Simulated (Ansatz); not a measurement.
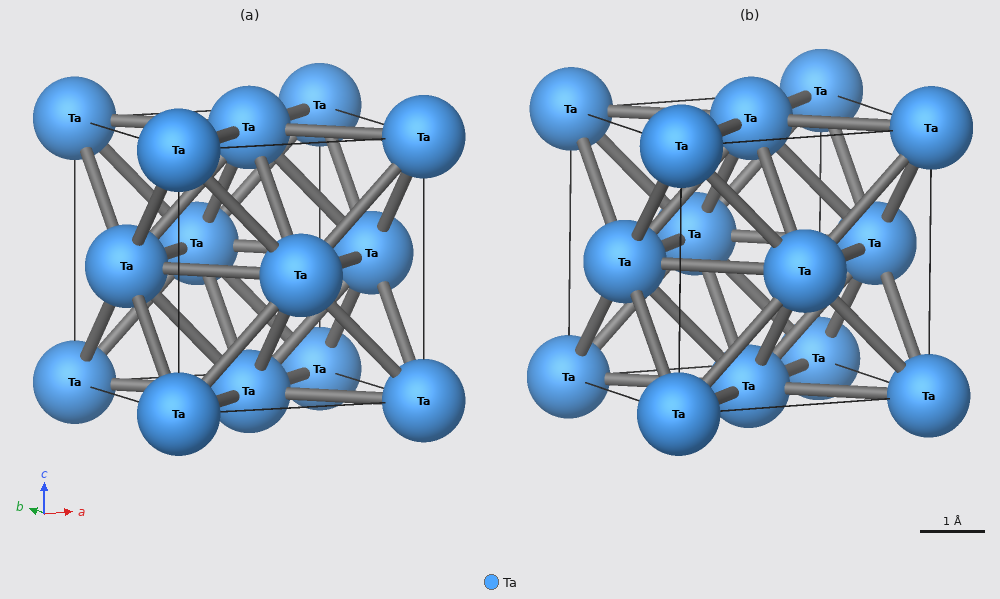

Left: a symmetric starting cell of Ta. Right: the same structure after one change, at the same scale. A ball-and-stick model of the conventional cell (4 times the calculation's cell), seen slightly off an axis. Lengths and directions refer to the drawn axes.

Method: Ansatz 0.2.0, DFT PBE, scalar-relativistic, plane waves, PAW. Set-up: plane-wave cutoff 420 eV; k-point mesh 15 × 15 × 16; occupations gaussian; smearing width 0.1 eV; no spin polarisation.

What was changed?

The cell is strained by −2.8 % along [1 1 −1] and +3.2 % across it (volume +3.4 %), the atoms keeping their fractional coordinates. No relaxation follows. The starting cell wasn't computed here and needn't be at equilibrium, so pressure and forces aren't due to the change alone.

How do the computed properties respond?

Some distances before and after: Ta–Ta 2.984 → 2.961 to 3.079 Å. The space group (tolerance 0.01 Å) goes from Fm-3m (No. 225) to R-3m (No. 166). The pressure is −5.7 GPa (not all of it need come from the change, since the unchanged cell can be under pressure at this level too). The principal stresses (compression positive) are −1.0 GPa along [1 1 −1] and −8.0 GPa across it. All forces vanish by symmetry.
